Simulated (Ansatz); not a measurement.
**Geometry relaxation of AlN (part 1 of 3)**

The run: geometry relaxation of AlN (slab, 32 atoms in the cell). Method and program: DFT PBE, scalar-relativistic, plane waves, PAW, no spin polarisation (Ansatz 0.2.0).

The structure derives from an entry of the Crystallography Open Database. The input holds or restrains some coordinates. Forces given for the steps count only the free coordinates. It belongs to a series of runs on one base structure; here: clean slab, lower planes held.

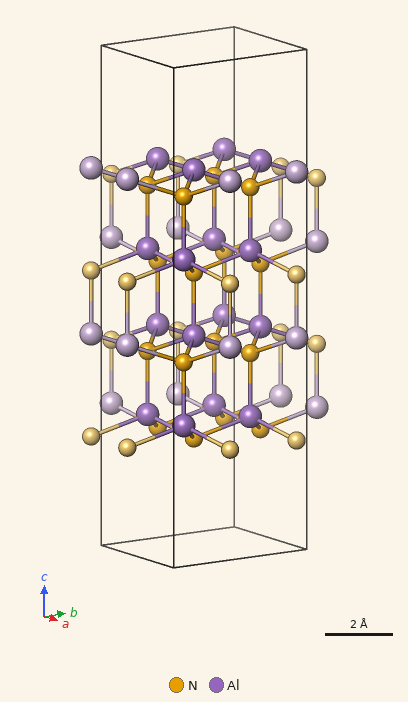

Fig. 1: The input geometry (ball-and-stick view of the cell of the calculation, with the vacuum cut short, seen slightly off an axis; neighbours outside the cell are drawn fainter). An atom can appear more than once, as a periodic image. Near neighbours in the periodic cell (some may lie outside the picture): N has 3 Al at 1.90 Å; Al has 4 N at 1.90 to 1.91 Å; N has 4 Al at 1.90 to 1.91 Å; Al has 3 N at 1.90 Å.

The input
```yaml
crystal:
  lattice:
    - [6.2604791254, 0.0, 0.0]
    - [-3.1302395627, 5.4217339624, 0.0]
    - [0.0, 0.0, 24.1213864822]
  atoms:
    - { symbol: "N", position: [0.1666666667, 0.3333333333, 0.3316558941] }
    - { symbol: "N", position: [0.1666666667, 0.8333333333, 0.3316558941] }
    - { symbol: "N", position: [0.6666666667, 0.3333333333, 0.3316558941] }
    - { symbol: "N", position: [0.6666666667, 0.8333333333, 0.3316558941] }
    - { symbol: Al, position: [0.3333333333, 0.1666666667, 0.3562986317] }
    - { symbol: Al, position: [0.3333333333, 0.6666666667, 0.3562986317] }
    - { symbol: Al, position: [0.8333333333, 0.1666666667, 0.3562986317] }
    - { symbol: Al, position: [0.8333333333, 0.6666666667, 0.3562986317] }
    - { symbol: "N", position: [0.3333333333, 0.1666666667, 0.4356710521] }
    - { symbol: "N", position: [0.3333333333, 0.6666666667, 0.4356710521] }
    - { symbol: "N", position: [0.8333333333, 0.1666666667, 0.4356710521] }
    - { symbol: "N", position: [0.8333333333, 0.6666666667, 0.4356710521] }
    - { symbol: Al, position: [0.1666666667, 0.3333333333, 0.4603137898] }
    - { symbol: Al, position: [0.1666666667, 0.8333333333, 0.4603137898] }
    - { symbol: Al, position: [0.6666666667, 0.3333333333, 0.4603137898] }
    - { symbol: Al, position: [0.6666666667, 0.8333333333, 0.4603137898] }
    - { symbol: "N", position: [0.1666666667, 0.3333333333, 0.5396862102] }
    - { symbol: "N", position: [0.1666666667, 0.8333333333, 0.5396862102] }
    - { symbol: "N", position: [0.6666666667, 0.3333333333, 0.5396862102] }
    - { symbol: "N", position: [0.6666666667, 0.8333333333, 0.5396862102] }
    - { symbol: Al, position: [0.3333333333, 0.1666666667, 0.5643289479] }
    - { symbol: Al, position: [0.3333333333, 0.6666666667, 0.5643289479] }
    - { symbol: Al, position: [0.8333333333, 0.1666666667, 0.5643289479] }
    - { symbol: Al, position: [0.8333333333, 0.6666666667, 0.5643289479] }
    - { symbol: "N", position: [0.3333333333, 0.1666666667, 0.6437013683] }
    - { symbol: "N", position: [0.3333333333, 0.6666666667, 0.6437013683] }
    - { symbol: "N", position: [0.8333333333, 0.1666666667, 0.6437013683] }
    - { symbol: "N", position: [0.8333333333, 0.6666666667, 0.6437013683] }
    - { symbol: Al, position: [0.1666666667, 0.3333333333, 0.6683441059] }
    - { symbol: Al, position: [0.1666666667, 0.8333333333, 0.6683441059] }
    - { symbol: Al, position: [0.6666666667, 0.3333333333, 0.6683441059] }
    - { symbol: Al, position: [0.6666666667, 0.8333333333, 0.6683441059] }
basis:
  ecutwfc: 420
kpoints:
  mp_grid: { grid: [3, 3, 1] }
hamiltonian:
  xc: pbe
scf:
  occupations: { method: gaussian, width: 0.05 }
output:
  forces: true
  eigenvalues: true
  write_density: true
  write_potential: true
  elf: true
  volumetric_format: npy
relax:
  adjacent_minimum: "off"
  f_tol: 0.03
  max_steps: 70
  constraints: [{ sites: [0, 1, 2, 3, 4, 5, 6, 7, 8, 9, 10, 11, 12, 13, 14, 15] }]
efield:
  axis: 3
  dipole_correction: true
  ramp_width: 0.04
```

Run as:
```bash
ansatz run input.yaml --threads 4 --pin off --max-ram 10240MiB --backend cpu --events-out ev --progress --plain --runs-dir out
```

Log
```
Engine: ansatz 0.2.0, x86_64-unknown-linux-gnu
Pseudopotentials: kind: paw
Pseudopotential: N, paw, valence charge 5, recommended cutoff 420 eV (normal), N.paw.azcp
Pseudopotential: Al, paw, valence charge 3, recommended cutoff 420 eV (normal), Al.paw.azcp
Functional definition: PBE
  parameter kappa = 0.804
  parameter beta = 0.06672455060314922
  exchange = pbe_x(kappa = kappa, mu = beta*pi^2/3)
  correlation = pbe_c(beta = beta)
Crystal: 32 atoms, lattice volume = 818.744 Å³
Basis set: ecut = 420 eV, 16029 PW (Γ), exchange–correlation on 90×90×324 points (8 copies of the dense FFT grid, shifted against one another)
Bands: 96, of which v1, the nominal top of the filled ones, is band 64 counted from 1 (63 counted from 0)
Symmetry: 24 space group operations
Space group: P3m1 (ITA 156), of the structure as read, at distance tolerance 9.4e-5 Å
k-points: 3 of 9 (time reversal used)
Non-local potential: N, projectors of the file, l = 0: 2, l = 1: 2, l = 2: 1
Non-local potential: Al, projectors of the file, l = 0: 2, l = 1: 2, l = 2: 1
PAW form: soft (Blöchl's): semilocal exchange-correlation on the pseudo side does not see the compensation charge
PAW one-centre angular grid: N, 110 points (default); XC on 64 Gauss nodes
PAW one-centre angular grid: Al, 110 points (default); XC on 64 Gauss nodes
Initial density: superposition of atomic densities (neutral atoms: chi_scale 0, normalization atom), corrected by the library's trained network
Initial wavefunctions: pseudopotential atomic-orbital guess
Functional: x = pbe(κ = 0.804, μ = 0.2195149727645171), c = pbe(β = 0.06672455060314922)
SCF iter   1: F=—  HF=-14772.651164 eV  |F-HF|=—  |Δ(HF+E_count)|=         —  Δρ=8.26e-3  dr2=1.01e1  ethr=1.77e-3  p=0.557 e·Å  D=1.23e-1 V/Å  ΔV_dip=-2.97 eV  dr2_dipole=6.79e0  V_vac-E_F(+/−)=4.34/7.31 eV  ⟨swp⟩=10.7  Hψ=1830  notcnv=0  defer=43
efield: sawtooth ramp at fractional position 0.9800 (placed from the atoms, in the widest stretch of the axis that holds none; the zero of the levels goes with the place), width 0.0400; the density the first Hamiltonian is built on has a dipole p = 0.557 e·Å; the dipole correction subtracts the counter field D = 1.23e-1 V/Å, which shifts the + side's vacuum level by -2.97 eV against the − side's; the planar-averaged density in the ramp window peaks in size at 4.3e-5 e/Å³
preconditioner: auto → LDOS  [insulator: Δε(μ)=0.104 eV  Ē_g=11.553 eV  σ=0.050 eV  W_gap=0.64  n_scr=92 (ndim 8)  ℏωp=14.7 eV  f_vac=0.501  D(μ)=33.04/eV (n_scr^D=278)  ε∞_Penn≈2.6  β→1.0]
SCF iter   2: F=—  HF=-14927.131105 eV  |F-HF|=—  |Δ(HF+E_count)|=    1.54e2  Δρ=1.67e-1  dr2=9.09e3  ethr=1.77e-3  p=3.004 e·Å  D=6.64e-1 V/Å  ΔV_dip=-16.02 eV  dr2_dipole=9.02e3  V_vac-E_F(+/−)=-5.38/10.65 eV  ⟨swp⟩=25.3  Hψ=2771  notcnv=0  defer=66  recentre
SCF iter   3: F=—  HF=-14772.467151 eV  |F-HF|=—  |Δ(HF+E_count)|=    1.55e2  Δρ=7.44e-3  dr2=8.82e0  ethr=1.77e-3  p=0.569 e·Å  D=1.26e-1 V/Å  ΔV_dip=-3.03 eV  dr2_dipole=6.00e0  V_vac-E_F(+/−)=4.32/7.35 eV  ⟨swp⟩=7.3  Hψ=1423  notcnv=0  defer=80
SCF iter   4: F=—  HF=-14772.377933 eV  |F-HF|=—  |Δ(HF+E_count)|=   8.92e-2  Δρ=4.52e-3  dr2=1.18e0  ethr=1.77e-3  p=0.490 e·Å  D=1.08e-1 V/Å  ΔV_dip=-2.61 eV  dr2_dipole=8.41e-1  V_vac-E_F(+/−)=4.78/7.40 eV  ⟨swp⟩=4.3  Hψ=354  notcnv=0  defer=75
SCF iter   5: F=—  HF=-14772.773971 eV  |F-HF|=—  |Δ(HF+E_count)|=   3.96e-1  Δρ=1.85e-2  dr2=3.88e1  ethr=9.18e-4  p=0.530 e·Å  D=1.17e-1 V/Å  ΔV_dip=-2.83 eV  dr2_dipole=2.43e1  V_vac-E_F(+/−)=4.77/7.60 eV  ⟨swp⟩=2.7  Hψ=347  notcnv=0  defer=75  recentre
SCF iter   6: F=—  HF=-14772.410940 eV  |F-HF|=—  |Δ(HF+E_count)|=   3.63e-1  Δρ=7.78e-3  dr2=8.21e0  ethr=9.18e-4  p=0.677 e·Å  D=1.50e-1 V/Å  ΔV_dip=-3.61 eV  dr2_dipole=5.33e0  V_vac-E_F(+/−)=3.78/7.37 eV  ⟨swp⟩=2.3  Hψ=250  notcnv=0  defer=75
SCF iter   7: F=—  HF=-14772.428338 eV  |F-HF|=—  |Δ(HF+E_count)|=   1.74e-2  Δρ=8.19e-3  dr2=8.66e0  ethr=9.18e-4  p=0.729 e·Å  D=1.61e-1 V/Å  ΔV_dip=-3.88 eV  dr2_dipole=5.34e0  V_vac-E_F(+/−)=3.55/7.41 eV  ⟨swp⟩=1.0  Hψ=333  notcnv=0  defer=75
SCF iter   8: F=—  HF=-14772.331239 eV  |F-HF|=—  |Δ(HF+E_count)|=   9.71e-2  Δρ=5.52e-3  dr2=4.18e0  ethr=9.18e-4  p=0.673 e·Å  D=1.49e-1 V/Å  ΔV_dip=-3.59 eV  dr2_dipole=2.65e0  V_vac-E_F(+/−)=3.89/7.47 eV  ⟨swp⟩=1.0  Hψ=213  notcnv=0  defer=75
SCF iter   9: F=—  HF=-14772.308511 eV  |F-HF|=—  |Δ(HF+E_count)|=   2.27e-2  Δρ=5.56e-4  dr2=7.04e-3  ethr=9.18e-4  p=0.660 e·Å  D=1.46e-1 V/Å  ΔV_dip=-3.52 eV  dr2_dipole=3.12e-4  V_vac-E_F(+/−)=4.01/7.53 eV  ⟨swp⟩=1.0  Hψ=213  notcnv=0  defer=75
SCF iter  10: F=—  HF=-14772.339861 eV  |F-HF|=—  |Δ(HF+E_count)|=   3.13e-2  Δρ=5.45e-3  dr2=3.45e0  ethr=5.50e-6  p=0.623 e·Å  D=1.38e-1 V/Å  ΔV_dip=-3.32 eV  dr2_dipole=2.27e0  V_vac-E_F(+/−)=4.27/7.60 eV  ⟨swp⟩=3.0  Hψ=409  notcnv=0  defer=75
SCF iter  11: F=—  HF=-14772.310232 eV  |F-HF|=—  |Δ(HF+E_count)|=   2.96e-2  Δρ=8.58e-4  dr2=6.59e-2  ethr=5.50e-6  p=0.627 e·Å  D=1.39e-1 V/Å  ΔV_dip=-3.34 eV  dr2_dipole=4.15e-2  V_vac-E_F(+/−)=4.23/7.57 eV  ⟨swp⟩=2.3  Hψ=424  notcnv=0  defer=75
SCF iter  12: F=—  HF=-14772.310300 eV  |F-HF|=—  |Δ(HF+E_count)|=   6.85e-5  Δρ=3.15e-4  dr2=1.19e-2  ethr=5.50e-6  p=0.620 e·Å  D=1.37e-1 V/Å  ΔV_dip=-3.31 eV  dr2_dipole=7.89e-3  V_vac-E_F(+/−)=4.26/7.57 eV  ⟨swp⟩=1.7  Hψ=268  notcnv=0  defer=75
SCF iter  13: F=—  HF=-14772.310600 eV  |F-HF|=—  |Δ(HF+E_count)|=   2.99e-4  Δρ=6.87e-4  dr2=6.07e-2  ethr=5.50e-6  p=0.620 e·Å  D=1.37e-1 V/Å  ΔV_dip=-3.30 eV  dr2_dipole=4.04e-2  V_vac-E_F(+/−)=4.26/7.57 eV  ⟨swp⟩=1.7  Hψ=274  notcnv=0  defer=75  recentre
SCF iter  14: F=—  HF=-14772.310334 eV  |F-HF|=—  |Δ(HF+E_count)|=   2.66e-4  Δρ=7.36e-5  dr2=2.39e-4  ethr=5.50e-6  p=0.620 e·Å  D=1.37e-1 V/Å  ΔV_dip=-3.31 eV  dr2_dipole=1.65e-4  V_vac-E_F(+/−)=4.26/7.57 eV  ⟨swp⟩=1.3  Hψ=256  notcnv=0  defer=75
SCF iter  15: F=—  HF=-14772.310344 eV  |F-HF|=—  |Δ(HF+E_count)|=   1.01e-5  Δρ=1.28e-4  dr2=2.39e-3  ethr=1.87e-7  p=0.620 e·Å  D=1.37e-1 V/Å  ΔV_dip=-3.30 eV  dr2_dipole=1.56e-3  V_vac-E_F(+/−)=4.26/7.57 eV  ⟨swp⟩=1.3  Hψ=216  notcnv=0  defer=75
SCF iter  16: F=—  HF=-14772.310334 eV  |F-HF|=—  |Δ(HF+E_count)|=   9.99e-6  Δρ=4.91e-5  dr2=1.31e-4  ethr=1.87e-7  p=0.620 e·Å  D=1.37e-1 V/Å  ΔV_dip=-3.30 eV  dr2_dipole=8.56e-5  V_vac-E_F(+/−)=4.26/7.57 eV  ⟨swp⟩=1.0  Hψ=213  notcnv=0  defer=75
SCF iter  17: F=—  HF=-14772.310336 eV  |F-HF|=—  |Δ(HF+E_count)|=   2.11e-6  Δρ=1.14e-5  dr2=2.58e-5  ethr=1.03e-7  p=0.619 e·Å  D=1.37e-1 V/Å  ΔV_dip=-3.30 eV  dr2_dipole=1.56e-5  V_vac-E_F(+/−)=4.26/7.57 eV  ⟨swp⟩=1.0  Hψ=213  notcnv=0  defer=75
SCF iter  18: F=-14772.310339 eV  HF=-14772.310337 eV  |F-HF|=1.70e-6  |Δ(HF+E_count)|=   1.42e-6  Δρ=1.00e-5  dr2=2.06e-6  ethr=1.76e-8  p=0.620 e·Å  D=1.37e-1 V/Å  ΔV_dip=-3.30 eV  dr2_dipole=2.72e-8  V_vac-E_F(+/−)=4.26/7.57 eV  ⟨swp⟩=36.7  Hψ=3964  notcnv=0
SCF 1 converged in 18 iterations: F = -14772.310339 eV  dr2 = 2.06e-6
  greatest PAW one-centre occupation: 0.801 electrons in one spin orbital (limit 2), on the N atom at site 3 (counted from 0), in its partial waves of l = 0
relax step   1: F+E_penalty+E_count = -14772.31033898 eV  Δ(F+E_penalty+E_count) = +0.000e0 eV  max|allowed force component| = 1.267e0 eV/Å  Δτ_max = 0.0000 Å  (18 SCF iters, dr2 threshold 2.25e-5 eV, accepted)
Initial density: handed on by an earlier stage of this run
Initial wavefunctions: those handed on with the density
SCF iter   1: F=—  HF=-14772.510739 eV  |F-HF|=—  |Δ(HF+E_count)|=         —  Δρ=6.97e-3  dr2=5.15e0  ethr=3.10e-3  p=0.620 e·Å  D=1.37e-1 V/Å  ΔV_dip=-3.30 eV  dr2_dipole=3.46e0  V_vac-E_F(+/−)=4.24/7.55 eV  ⟨swp⟩=2.0  Hψ=377  notcnv=0  defer=70
efield: sawtooth ramp at fractional position 0.9800 (handed on by an earlier solve), width 0.0400; the density the first Hamiltonian is built on has a dipole p = 0.620 e·Å; the dipole correction subtracts the counter field D = 1.37e-1 V/Å, which shifts the + side's vacuum level by -3.30 eV against the − side's; the planar-averaged density in the ramp window peaks in size at 1.1e-6 e/Å³
preconditioner: auto → LDOS  [insulator: Δε(μ)=0.077 eV  Ē_g=11.432 eV  σ=0.050 eV  W_gap=0.66  n_scr=92 (ndim 8)  ℏωp=14.7 eV  f_vac=0.499  D(μ)=30.71/eV (n_scr^D=254)  ε∞_Penn≈2.6  β→1.0]
SCF iter   2: F=—  HF=-14772.452381 eV  |F-HF|=—  |Δ(HF+E_count)|=   5.84e-2  Δρ=5.86e-3  dr2=4.20e0  ethr=3.10e-3  p=0.651 e·Å  D=1.44e-1 V/Å  ΔV_dip=-3.47 eV  dr2_dipole=2.78e0  V_vac-E_F(+/−)=4.11/7.59 eV  ⟨swp⟩=1.7  Hψ=335  notcnv=0  defer=71
SCF iter   3: F=—  HF=-14772.473099 eV  |F-HF|=—  |Δ(HF+E_count)|=   2.07e-2  Δρ=6.68e-4  dr2=2.02e-2  ethr=3.10e-3  p=0.636 e·Å  D=1.41e-1 V/Å  ΔV_dip=-3.39 eV  dr2_dipole=3.05e-3  V_vac-E_F(+/−)=4.18/7.57 eV  ⟨swp⟩=1.7  Hψ=219  notcnv=0  defer=71
SCF iter   4: F=—  HF=-14772.475001 eV  |F-HF|=—  |Δ(HF+E_count)|=   1.90e-3  Δρ=1.20e-3  dr2=8.45e-2  ethr=1.58e-5  p=0.636 e·Å  D=1.40e-1 V/Å  ΔV_dip=-3.39 eV  dr2_dipole=5.11e-2  V_vac-E_F(+/−)=4.19/7.57 eV  ⟨swp⟩=2.0  Hψ=401  notcnv=0  defer=71
SCF iter   5: F=—  HF=-14772.473742 eV  |F-HF|=—  |Δ(HF+E_count)|=   1.26e-3  Δρ=3.97e-4  dr2=9.84e-3  ethr=1.58e-5  p=0.638 e·Å  D=1.41e-1 V/Å  ΔV_dip=-3.40 eV  dr2_dipole=1.97e-3  V_vac-E_F(+/−)=4.18/7.58 eV  ⟨swp⟩=1.3  Hψ=218  notcnv=0  defer=71
SCF iter   6: F=—  HF=-14772.473378 eV  |F-HF|=—  |Δ(HF+E_count)|=   3.64e-4  Δρ=2.48e-4  dr2=2.27e-3  ethr=7.69e-6  p=0.639 e·Å  D=1.41e-1 V/Å  ΔV_dip=-3.41 eV  dr2_dipole=3.77e-4  V_vac-E_F(+/−)=4.18/7.59 eV  ⟨swp⟩=2.0  Hψ=305  notcnv=0  defer=71
SCF iter   7: F=—  HF=-14772.473363 eV  |F-HF|=—  |Δ(HF+E_count)|=   1.54e-5  Δρ=1.86e-4  dr2=6.57e-4  ethr=1.78e-6  p=0.640 e·Å  D=1.41e-1 V/Å  ΔV_dip=-3.41 eV  dr2_dipole=3.06e-5  V_vac-E_F(+/−)=4.18/7.59 eV  ⟨swp⟩=2.0  Hψ=296  notcnv=0  defer=71
SCF iter   8: F=—  HF=-14772.473403 eV  |F-HF|=—  |Δ(HF+E_count)|=   4.02e-5  Δρ=1.48e-4  dr2=2.77e-3  ethr=5.13e-7  p=0.639 e·Å  D=1.41e-1 V/Å  ΔV_dip=-3.41 eV  dr2_dipole=1.68e-3  V_vac-E_F(+/−)=4.18/7.59 eV  ⟨swp⟩=2.3  Hψ=351  notcnv=0  defer=71  recentre
SCF iter   9: F=—  HF=-14772.473436 eV  |F-HF|=—  |Δ(HF+E_count)|=   3.30e-5  Δρ=1.81e-4  dr2=1.61e-3  ethr=5.13e-7  p=0.639 e·Å  D=1.41e-1 V/Å  ΔV_dip=-3.41 eV  dr2_dipole=9.13e-4  V_vac-E_F(+/−)=4.19/7.59 eV  ⟨swp⟩=2.0  Hψ=324  notcnv=0  defer=71
SCF iter  10: F=-14772.473389 eV  HF=-14772.473427 eV  |F-HF|=3.80e-5  |Δ(HF+E_count)|=   8.55e-6  Δρ=4.44e-5  dr2=4.13e-5  ethr=7.81e-8  p=0.639 e·Å  D=1.41e-1 V/Å  ΔV_dip=-3.40 eV  dr2_dipole=1.94e-5  V_vac-E_F(+/−)=4.19/7.59 eV  ⟨swp⟩=27.3  Hψ=3562  notcnv=0
SCF 2 converged in 10 iterations: F = -14772.473389 eV  dr2 = 4.13e-5
[... from here on the iterations of each SCF are left out, up to the last one ...]
relax step   2: F+E_penalty+E_count = -14772.47338934 eV  Δ(F+E_penalty+E_count) = -1.631e-1 eV  max|allowed force component| = 7.599e-1 eV/Å  Δτ_max = 0.0289 Å  (10 SCF iters, dr2 threshold 1.00e-4 eV, accepted)
efield: sawtooth ramp at fractional position 0.9800 (handed on by an earlier solve), width 0.0400; the density the first Hamiltonian is built on has a dipole p = 0.639 e·Å; the dipole correction subtracts the counter field D = 1.41e-1 V/Å, which shifts the + side's vacuum level by -3.40 eV against the − side's; the planar-averaged density in the ramp window peaks in size at 1.2e-6 e/Å³
preconditioner: auto → LDOS  [insulator: Δε(μ)=0.102 eV  Ē_g=11.435 eV  σ=0.050 eV  W_gap=0.73  n_scr=92 (ndim 8)  ℏωp=14.7 eV  f_vac=0.499  D(μ)=24.76/eV (n_scr^D=178)  ε∞_Penn≈2.6  β→1.0]
SCF 3 converged in 16 iterations: F = -14772.613206 eV  dr2 = 1.35e-5
  Residual-converged pass: ⟨swp⟩=1.0  Hψ=300  notcnv=0  max |occ|·‖R‖ = 7.0e-9 eV (tolerance 1.0e-8 eV)  dr2=1.35e-5  dr2_onsite=1.16e-7  max |Δocc| = 2.0e-10
relax step   3: F+E_penalty+E_count = -14772.61320646 eV  Δ(F+E_penalty+E_count) = -1.398e-1 eV  max|allowed force component| = 9.476e-2 eV/Å  Δτ_max = 0.0714 Å  (16 SCF iters, dr2 threshold 3.61e-5 eV, accepted)
efield: sawtooth ramp at fractional position 0.9800 (handed on by an earlier solve), width 0.0400; the density the first Hamiltonian is built on has a dipole p = 0.682 e·Å; the dipole correction subtracts the counter field D = 1.51e-1 V/Å, which shifts the + side's vacuum level by -3.64 eV against the − side's; the planar-averaged density in the ramp window peaks in size at 7.0e-7 e/Å³
preconditioner: auto → LDOS  [insulator: Δε(μ)=0.077 eV  Ē_g=11.454 eV  σ=0.050 eV  W_gap=0.67  n_scr=92 (ndim 8)  ℏωp=14.7 eV  f_vac=0.500  D(μ)=29.81/eV (n_scr^D=252)  ε∞_Penn≈2.6  β→1.0]
SCF 4 converged in 16 iterations: F = -14772.618300 eV  dr2 = 2.44e-8
```
